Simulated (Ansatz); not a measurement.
## LaBiS2O (P4/nmm): G0W0 under other settings

A base run on LaBiS2O (P4/nmm), then changed inputs.

Method: G0W0 on r2SCAN, plane waves, PAW; PAW set soft_1, in Ansatz 0.2.0.

### Step 1. The starting structure

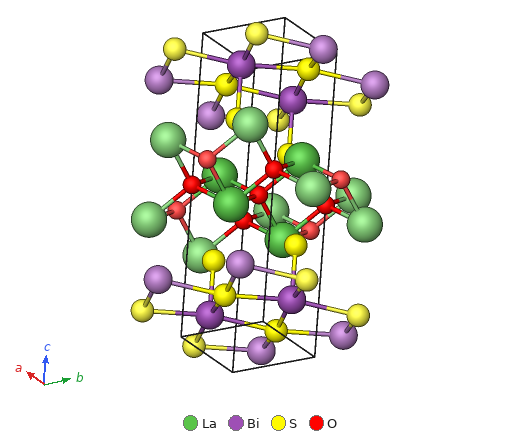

The cell as given, from a free direction (lanthanum green, bismuth purple, sulfur yellow, oxygen red). Some periodic images of atoms are drawn too.

Geometry: measured lattice cell, ions relaxed with r2SCAN; the structure entry is the Materials Project's. The runs that relaxed it are not among those shown. Spin-orbit coupling is left out unless a step names it.

### Step 2. The base run: 4×4×2 mesh, 156 empty bands, screening to 45 eV, PAW set soft_1 files

G0W0 replaces the xc potential by the self-energy, built once from these orbitals. Only a window of levels is corrected, while the sums run over the empty bands that the input names. This step takes PAW set soft_1 files.

input.yaml

```yaml
crystal:
  lattice:
    - [4.0646, 0.0, 0.0]
    - [0.0, 4.0646, 0.0]
    - [0.0, 0.0, 13.8614]
  atoms:
    - { symbol: La, position: [0.5, 0.0, 0.589244592] }
    - { symbol: La, position: [0.0, 0.5, 0.410755408] }
    - { symbol: Bi, position: [0.0, 0.5, 0.8700583546] }
    - { symbol: Bi, position: [0.5, 0.0, 0.1299416454] }
    - { symbol: S, position: [0.5, 0.0, 0.8884344053] }
    - { symbol: S, position: [0.0, 0.5, 0.1115655947] }
    - { symbol: S, position: [0.0, 0.5, 0.6909732264] }
    - { symbol: S, position: [0.5, 0.0, 0.3090267736] }
    - { symbol: O, position: [0.0, 0.0, 0.5] }
    - { symbol: O, position: [0.5, 0.5, 0.5] }
kpoints:
  mp_grid: { grid: [4, 4, 2] }
hamiltonian:
  xc: r2scan
  pseudopotentials: { kind: paw, azcp: { folder: soft_1 } }
scf:
  occupations: { method: fixed }
gw:
  n_empty_bands: 156
  ecut_chi: 45
  qp_bands: [v3, c3]
  qp_kpoints: band_edges
  screening: { model: contour_deformation }
```

Launch:

```
$ ansatz run input.yaml --threads 24 --pin off --max-ram 82944MiB --backend cuda --events-out ev --progress --plain --runs-dir out --devices 1 --max-vram 78GiB
```

Numbers of over 12 decimals in the logs are rounded to 6 here.

Log:

```text
GPUs: using 1 of 1 available (devices: 1).
Engine: ansatz 0.2.0, aarch64-unknown-linux-gnu
Pseudopotentials: kind: paw
Pseudopotential: La, paw, valence charge 11, recommended cutoff 500 eV (meta_gga), soft_1/La.paw.azcp
Pseudopotential: Bi, paw, valence charge 15, recommended cutoff 500 eV (meta_gga), soft_1/Bi.paw.azcp
Pseudopotential: S, paw, valence charge 6, recommended cutoff 500 eV (meta_gga), soft_1/S.paw.azcp
Pseudopotential: O, paw, valence charge 6, recommended cutoff 500 eV (meta_gga), soft_1/O.paw.azcp
Functional definition: r2SCAN
  parameter k0 = 0.174
  parameter k1 = 0.065
  parameter a1 = 4.9479
  exchange = r2scan_x(k0 = k0, k1 = k1, a1 = a1)
  correlation = r2scan_c
[...]
Crystal: 10 atoms, lattice volume = 229.004 Å³
Basis set: ecut = 500 eV, 5867 PW (Γ), exchange–correlation on 120×120×432 points (64 copies of the dense FFT grid, shifted against one another)
Bands: 54, of which v1, the nominal top of the filled ones, is band 44 counted from 1 (43 counted from 0)
Symmetry: 16 space group operations
Space group: P4/nmm (ITA 129), of the structure as read, at distance tolerance 6.1e-5 Å
k-points: 12 of 32
Non-local potential: La, projectors of the file, l = 0: 3, l = 1: 2, l = 2: 2, l = 3: 3
Non-local potential: Bi, projectors of the file, l = 0: 2, l = 1: 2, l = 2: 2, l = 3: 1
Non-local potential: S, projectors of the file, l = 0: 2, l = 1: 2, l = 2: 1
Non-local potential: O, projectors of the file, l = 0: 2, l = 1: 2, l = 2: 1
PAW form: soft (Blöchl's): semilocal exchange-correlation on the pseudo side does not see the compensation charge
PAW frozen core: La, regenerated for the run's functional (the file was generated under x = pbe(κ = 0.804, μ = 0.219515), c = pbe(β = 0.066725))
PAW frozen core: Bi, regenerated for the run's functional (the file was generated under x = pbe(κ = 0.804, μ = 0.219515), c = pbe(β = 0.066725))
PAW frozen core: S, regenerated for the run's functional (the file was generated under x = pbe(κ = 0.804, μ = 0.219515), c = pbe(β = 0.066725))
PAW frozen core: O, regenerated for the run's functional (the file was generated under x = pbe(κ = 0.804, μ = 0.219515), c = pbe(β = 0.066725))
PAW one-centre angular grid: La, 974 points (default); XC on 160 Gauss nodes
PAW one-centre angular grid: Bi, 590 points (default); XC on 160 Gauss nodes
PAW one-centre angular grid: S, 302 points (default); XC on 160 Gauss nodes
[...]
Initial density: superposition of atomic densities (chi_scale 0.1, normalization cell, long waves kept (reshape's long-wave potential 0.46 eV rms))
Initial wavefunctions: pseudopotential atomic-orbital guess
[...]
Functional: x = r2scan, c = r2scan; τ floored in thin density (d = 2e-4 eV/Å³)
SCF iter   1: F=—  HF=-42131.848449 eV  |F-HF|=—  |Δ(HF+E_count)|=         —  Δρ=3.46e-2  dr2=8.22e0  dr2_τ=1.61e-1  ethr=3.10e-3  ⟨swp⟩=5.3  Hψ=2431  notcnv=0  defer=48
preconditioner: auto → Resta (q_TF=auto, 2.326 Å⁻¹)  ε∞=4.9  [insulator: Δε(μ)=1.234 eV  Ē_g=9.657 eV  n_scr=50 (ndim 8)  ℏωp=19.0 eV  f_vac=0.000  ε∞_Penn≈4.9]
SCF iter   2: F=—  HF=-42131.085751 eV  |F-HF|=—  |Δ(HF+E_count)|=   7.63e-1  Δρ=1.88e-2  dr2=1.70e0  dr2_τ=3.03e-2  ethr=3.10e-3  ⟨swp⟩=4.5  Hψ=1283  notcnv=0  defer=83
SCF iter   3: F=—  HF=-42131.084556 eV  |F-HF|=—  |Δ(HF+E_count)|=   1.19e-3  Δρ=1.33e-2  dr2=3.44e-1  dr2_τ=4.45e-2  ethr=1.94e-3  ⟨swp⟩=5.0  Hψ=1613  notcnv=0  defer=88
SCF iter   4: F=—  HF=-42131.043262 eV  |F-HF|=—  |Δ(HF+E_count)|=   4.13e-2  Δρ=3.90e-3  dr2=4.30e-2  dr2_τ=2.95e-3  ethr=3.91e-4  ⟨swp⟩=2.6  Hψ=1176  notcnv=0  defer=95
SCF iter   5: F=—  HF=-42131.046280 eV  |F-HF|=—  |Δ(HF+E_count)|=   3.02e-3  Δρ=1.11e-3  dr2=4.00e-3  dr2_τ=1.02e-4  ethr=4.88e-5  ⟨swp⟩=3.1  Hψ=1093  notcnv=0  defer=98
SCF iter   6: F=—  HF=-42131.047189 eV  |F-HF|=—  |Δ(HF+E_count)|=   9.09e-4  Δρ=2.94e-4  dr2=5.04e-4  dr2_τ=2.75e-5  ethr=4.54e-6  ⟨swp⟩=3.4  Hψ=1120  notcnv=0  defer=95
SCF iter   7: F=—  HF=-42131.047219 eV  |F-HF|=—  |Δ(HF+E_count)|=   3.01e-5  Δρ=6.94e-5  dr2=1.65e-5  dr2_τ=1.31e-6  ethr=5.72e-7  ⟨swp⟩=2.0  Hψ=1064  notcnv=0  defer=95
[...]
SCF 1 converged in 9 iterations: F = -42131.047226 eV  dr2 = 9.87e-8
[...]
SCF converged after 9 iterations
[...]
gw.qp_kpoints: band_edges: 8 of 12 stored k-points solved, in 1 pass; an edge of the gap read off the rows below is read off those points alone
    valence top: of the k-points left out ik 9 came nearest to being solved in a further pass, in band 44 (counted from 1, as in the quasiparticle table): it holds the edge there only if its correction is more favourable than any solved in that band by at least 0.690 eV; those differ by 0.168 eV
    conduction bottom: of the k-points left out ik 9 came nearest to being solved in a further pass, in band 45 (counted from 1, as in the quasiparticle table): it holds the edge there only if its correction is more favourable than any solved in that band by at least 2.337 eV; those differ by 1.261 eV
    ik  band        ε_KS         Σx   Σc(E_QP)       V_xc       Z   E_QP_lin       E_QP  E_QP is
     0    42      7.2278   -18.1866     2.9636   -15.3138  0.7281     7.3183     7.3186  root
     0    43      7.6615   -20.5087     3.4014   -17.3274  0.7340     7.8803     7.8817  root
     0    44      7.6615   -20.5087     3.4014   -17.3274  0.7340     7.8803     7.8817  root
     0    45     11.6819    -9.9001    -5.1101   -16.6301  0.7628    13.3618    13.3018  root
     0    46     11.9455    -8.5046    -3.9527   -13.2359  0.7668    12.7529    12.7240  root
     0    47     12.0312    -9.9503    -3.7205   -14.5176  0.7579    12.9244    12.8781  root
     1    42      7.4744   -19.6385     2.7826   -17.1724  0.7420     7.7883     7.7909  root
     1    43      7.6498   -20.5530     3.4220   -17.3468  0.7339     7.8643     7.8657  root
[...]
7    44      7.3263   -18.4908     2.4116   -16.3753  0.7433     7.6201     7.6224  root
     7    45      9.6345   -10.3792    -2.8962   -13.8518  0.7648    10.2234    10.2109  root
     7    46      9.8575   -10.8925    -2.8799   -14.3874  0.7577    10.4900    10.4725  root
     7    47     11.7214    -9.4205    -3.6389   -13.8334  0.7656    12.5225    12.4953  root
```

Run time: 4.3 s. Hardware: 1 × NVIDIA GB200 (shared by 2 runs) with 24 threads of Arm Neoverse V2, shared host; peak memory 1.8 GiB; 19 s of CPU time.

Numbers from this step:

```
bands summed                                 : 200
RPA ε∞ on this mesh (eigenvalues)            : 6.423, 19.96, 19.96
plane waves in the screening matrix          : 139
q-points in the mesh                         : 32
G0W0 gap on the mesh                         : 1.213 eV
k of the valence top                         : 0, -0.5, 0
k of the conduction bottom                   : 0, -0.5, 0
starting gap on the mesh                     : 1.137 eV
Z at the valence top                         : 0.7517
Z at the conduction bottom                   : 0.7694
least direct G0W0 gap on the computed points : 1.213 eV
```

The gap on the mesh goes from 1.14 eV to 1.21 eV, a correction of +0.08 eV. Between the two edge states, bare exchange in place of the xc potential would open the gap by 4.46 eV, and correlation takes back 4.39 eV.

### Step 3. Variant: no symmetry

Edit input.yaml of step 2 so:

```diff
@@ -16,2 +16,3 @@
     - { symbol: O, position: [0.5, 0.5, 0.5] }
+  symmetry: { detect: false }
 kpoints:
@@ -24,4 +25,4 @@
 gw:
-  n_empty_bands: 156
-  ecut_chi: 45
+  n_empty_bands: 241
+  ecut_chi: 60
   qp_bands: [v3, c3]
```

Log:

```text
GPUs: using 1 of 1 available (devices: 1).
[...]
Crystal: 10 atoms, lattice volume = 229.004 Å³
Basis set: ecut = 500 eV, 5867 PW (Γ), exchange–correlation on 120×120×432 points (64 copies of the dense FFT grid, shifted against one another)
Bands: 54, of which v1, the nominal top of the filled ones, is band 44 counted from 1 (43 counted from 0)
Symmetry: 1 space group operations
k-points: 20 of 32 (time reversal used)
[...]
SCF iter   1: F=—  HF=-42131.848504 eV  |F-HF|=—  |Δ(HF+E_count)|=         —  Δρ=3.46e-2  dr2=8.22e0  dr2_τ=1.61e-1  ethr=3.10e-3  ⟨swp⟩=4.7  Hψ=4181  notcnv=0  defer=68
[...]
SCF iter   7: F=—  HF=-42131.047222 eV  |F-HF|=—  |Δ(HF+E_count)|=   2.71e-5  Δρ=8.10e-5  dr2=2.87e-5  dr2_τ=1.48e-6  ethr=6.00e-7  ⟨swp⟩=2.2  Hψ=2053  notcnv=0  defer=160
[...]
SCF 1 converged in 9 iterations: F = -42131.047226 eV  dr2 = 9.66e-8
[...]
SCF converged after 9 iterations
[...]
4    45      8.9072   -10.0609    -2.8659   -13.2354  0.7672     9.2185     9.2157  root
     4    46      8.9072   -10.0609    -2.8659   -13.2354  0.7672     9.2185     9.2157  root
     4    47      9.4343   -10.2090    -2.9485   -13.6140  0.7664     9.8980     9.8908  root
     5    42      7.0005   -20.0226     3.2901   -16.8333  0.7207     7.1009     7.1013  root
     5    43      7.7546   -17.2329     1.4521   -15.9700  0.7486     7.9428     7.9437  root
     5    44      7.7546   -17.2329     1.4521   -15.9700  0.7486     7.9428     7.9437  root
     5    45      8.9117   -10.0348    -2.8756   -13.2200  0.7671     9.2241     9.2213  root
     5    46      8.9117   -10.0348    -2.8756   -13.2200  0.7671     9.2241     9.2213  root
[...]
15    44      7.7546   -17.2329     1.4521   -15.9700  0.7486     7.9428     7.9437  root
    15    45      8.9117   -10.0348    -2.8756   -13.2200  0.7671     9.2241     9.2213  root
    15    46      8.9117   -10.0348    -2.8756   -13.2200  0.7671     9.2241     9.2213  root
    15    47      9.4366   -10.2242    -2.9462   -13.6279  0.7663     9.9013     9.8940  root
```

Elapsed: 11 s, on 1 × NVIDIA GB200 (shared by 2 runs) with 24 threads; peak memory 3 GiB; 43 s of CPU time.

The G0W0 gap on the mesh is 1.257 eV.

Against the base:

```csv
setting,base,variant
empty bands,156,241
screening cutoff (eV),45,60
symmetry detection,-,false
```

```csv
quantity,variant,base
starting gap on the mesh,1.137,1.137
G0W0 gap on the mesh,1.257,1.213
least direct G0W0 gap on the computed points,1.257,1.213
Z at the valence top,0.749,0.752
Z at the conduction bottom,0.767,0.769
```

### Step 4. Summary of results

```
base        : 1.21 eV, 4.3 s
no symmetry : 1.26 eV, 11 s
```

**Reading.** No symmetry: the gap moves by +0.04 eV and the time by a factor of 2.5. The variant differs from the base in empty bands, screening cutoff and symmetry detection together, so the change can't be laid to one of them. Symmetry itself changes the cost, not the physics. All runs here use a coarse mesh and modest cutoffs; they test settings and are not final values. The 4×4×2 mesh is coarse for this cell (its supercell is 16 Å along the shortest edge). The RPA ε∞ on it, from the r2SCAN start, is 6.42 and 19.96; such meshes misread the long-range screening, most where the gap is narrow. Where an edge is built on 6p states of lead, bismuth or thallium, scalar-relativistic gaps usually stand too wide, by a few tenths to over one eV. Empty 4f levels lie among the conduction bands. Their place in the start is unsure; it enters the screening, and the edge itself where they lie low. The many-body steps are scalar-relativistic: spin-orbit coupling is not in them.

[Paths, hosts, dates, memory and timing lines, banners, echoed tables and standing remarks are left out of the program output.]

[Logs are printed without paths, hosts, clocks, repeated set-up lines and the standing remarks that a program may print on its own settings, such as how far it seeks lower states.]

[Runs of the session that timed out or met a known fault of the program may be left out.]

[Cells called generated may have been cut or substituted from an entry of the Crystallography Open Database or the Materials Project.]

[No measured gap is set beside runs whose start may be inverted or whose files or cutoffs have a known fault.]

[Hosts, paths, dates, database ids (printed as entryN), source tags and the programs' standing remarks are cut or masked in the printed files.]
